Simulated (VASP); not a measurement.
Crystal: Sb, a cell listed in the Materials Project, as set up for an electronic-structure calculation.

```cif
data_structure
_symmetry_space_group_name_H-M 'P6_3/mmc'
_symmetry_Int_Tables_number 194
_cell_length_a 3.3545
_cell_length_b 3.3545
_cell_length_c 5.4702
_cell_angle_alpha 90.000
_cell_angle_beta 90.000
_cell_angle_gamma 120.000
_cell_volume 53.31
loop_
_atom_site_label
_atom_site_type_symbol
_atom_site_symmetry_multiplicity
_atom_site_Wyckoff_symbol
_atom_site_fract_x
_atom_site_fract_y
_atom_site_fract_z
_atom_site_occupancy
Sb1 Sb 2 c 0.66667 0.33333 0.75000 1
```

Q: What does its first Brillouin zone look like, and which path through it is standard?

A: It has a primitive hexagonal lattice (hP; extended symbol hP2). The zone is a hexagonal prism in its combinatorial type: 8 faces (6 with 4 edges, 2 with 6 edges), 18 edges, 12 vertices. Path: Γ–M–K–Γ–A–L–H–A | L–M | H–K.

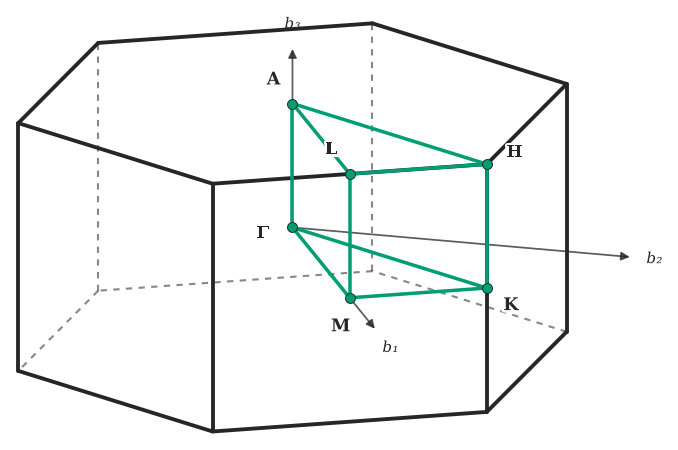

Labels and path follow the convention of Hinuma et al. (2017), as computed by seekpath; the arrows show the directions of the reciprocal primitive vectors b₁, b₂, b₃, in which coordinates are given; lengths include the factor 2π.

```json
{"point": "Γ", "k₁": "0", "k₂": "0", "k₃": "0", "length of k (1/Å)": "0.000"}
{"point": "A", "k₁": "0", "k₂": "0", "k₃": "1/2", "length of k (1/Å)": "0.574"}
{"point": "K", "k₁": "1/3", "k₂": "1/3", "k₃": "0", "length of k (1/Å)": "1.249"}
{"point": "H", "k₁": "1/3", "k₂": "1/3", "k₃": "1/2", "length of k (1/Å)": "1.374"}
{"point": "M", "k₁": "1/2", "k₂": "0", "k₃": "0", "length of k (1/Å)": "1.081"}
{"point": "L", "k₁": "1/2", "k₂": "0", "k₃": "1/2", "length of k (1/Å)": "1.224"}
```
